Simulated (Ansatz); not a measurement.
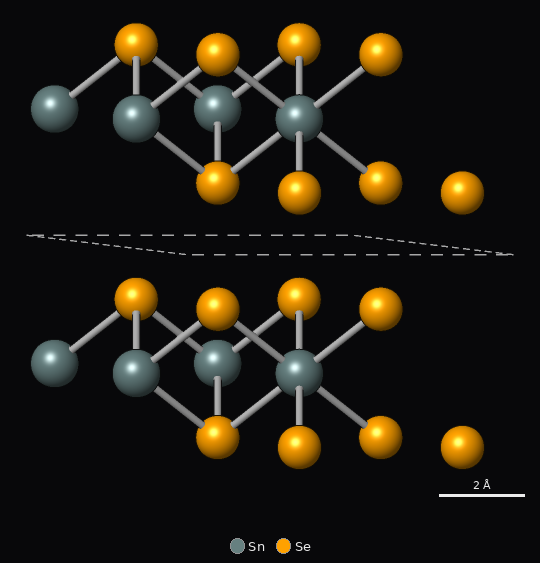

Energy scan for crystalline SnSe2 (P-3m1), in which the crystal is pulled apart rigidly along the normal of the (0 0 1) plane of the conventional cell, at a cut between a plane of Se below and one of Se above, 2.82 Å apart. One cut stands in each cell, which starts 12.0 Å high; nothing is relaxed, and the dashed outline marks the cut. The picture shows the perfect crystal around the cut (dashed). Style: ball-and-stick. Shown: the layers on both sides of the cut, from the side, nearly along the cut plane.

Method: Ansatz 0.2.0, DFT PBE+D3(BJ), scalar-relativistic, plane waves, PAW. Set-up: plane-wave cutoff 420 eV; k-point mesh 10 × 10 × 3; occupations gaussian; smearing width 0.03 eV; no spin polarisation. Energies (free energies at the smearing named) are counted from the relaxed crystal.

```xyz
6
Lattice="-3.8390 0.0000 0.0000 -1.9195 -3.3247 0.0000 0.0000 0.0000 12.0233" Properties=species:S:1:pos:R:3 pbc="T T T"
Sn    0.0000    0.0000    0.0000
Sn    0.0000    0.0000    6.0116
Se   -1.9195   -1.1082    1.5940
Se   -1.9195   -1.1082    7.6056
Se   -3.8390   -2.2165    4.4176
Se   -3.8390   -2.2165   10.4293
```

What energies does the calculation give (the opening: −0.30, −0.15, 0.00, 0.25, 0.50, 0.75, 1.00, 1.50, 2.00, 3.00, 4.50, 6.00 Å)?

| opening (Å) | ΔE per area (J/m²) |
| --- | --- |
| −0.30 | 0.027 |
| −0.15 | 0.006 |
| 0.00 | 0.000 |
| 0.25 | 0.013 |
| 0.50 | 0.043 |
| 0.75 | 0.080 |
| 1.00 | 0.119 |
| 1.50 | 0.187 |
| 2.00 | 0.238 |
| 3.00 | 0.299 |
| 4.50 | 0.337 |
| 6.00 | 0.353 |

At the widest opening, 6.00 Å, the energy has risen by 0.353 J/m², where the curve has levelled off: this is the ideal work of separation, the sum of the two unrelaxed surface energies of a slab 12.0 Å thick. The steepest rise lies between 0.75 Å and 1.00 Å, with a mean traction of about 1.5 GPa. Pressing the cut together by 0.30 Å costs 0.027 J/m².

The computed profile:

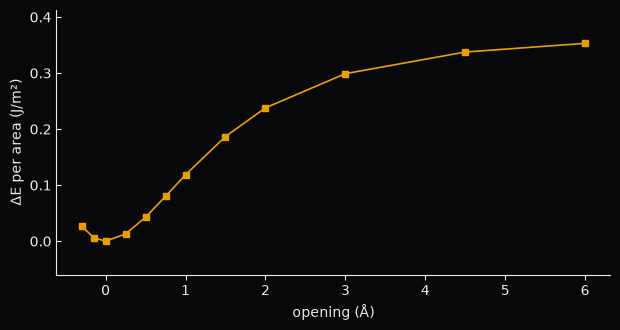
